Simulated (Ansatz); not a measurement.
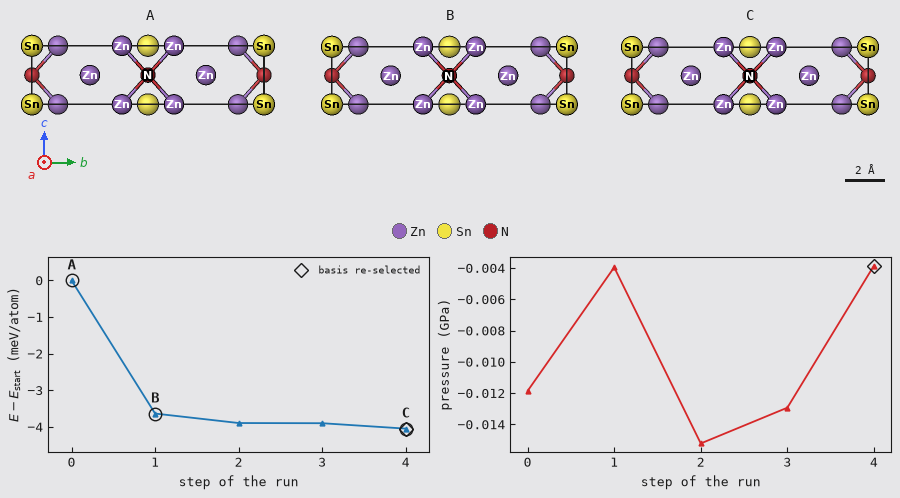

Frames of a relaxation of a crystal of Zn4SnN (a generated structure, set up in Cmmm), marked on the history of the run. The picture is a ball-and-stick view of the conventional cell (2 times the calculation's cell), seen along the a axis. Lengths and directions refer to the drawn axes.

Computed with DFT PBE, scalar-relativistic, plane waves, PAW in Ansatz. (plane-wave cutoff 420 eV; k-point mesh 8 × 8 × 12; occupations gaussian; smearing width 0.1 eV; no spin polarisation; cell and atoms relaxed; force threshold 0.01 eV/Å; at most 80 steps)

Q: Describe the path.

A: The largest moves relative to the cell, 0.005 Å, are those of Zn atoms. N and Sn stay in place. The drawn cell changes as follows: a 5.473 → 5.536 Å (+1.2 %), b 12.184 → 12.399 Å (+1.8 %), c 3.076 → 3.010 Å (−2.2 %); the volume changes by +0.7 %. Some distances before and after: N–Zn 2.057 → 2.045 Å. Bond angles that change, for instance: N–Zn–N 96.8° → 94.8°, Zn–N–Zn 96.8° → 94.8°, Zn–N–Zn 83.2° → 85.2°. The space group stays Cmmm (No. 65). Over 3 accepted moves (4 points after the start) the energy falls by 4.0 meV per atom. The largest force component goes from 0.037 to 0.0017 eV/Å. The pressure goes from −0.01 to 0.00 GPa. The SCF was repeated once at an unchanged geometry on a basis and grid sized afresh for the cell, which shifted the energy by 0.1 meV per atom at most. Cost: 3.3 min on 1 thread of Intel(R) Xeon(R) Processor @ 2.70GHz, on a shared host, peak memory 0.75 GiB. From step 0 to 1: volume +0.3 %, energy −3.6 meV per atom. From step 1 to 4: volume +0.4 %, energy −0.4 meV per atom.

Limits of the set-up: layers or molecules are held without a dispersion correction, so their spacing is unreliable.
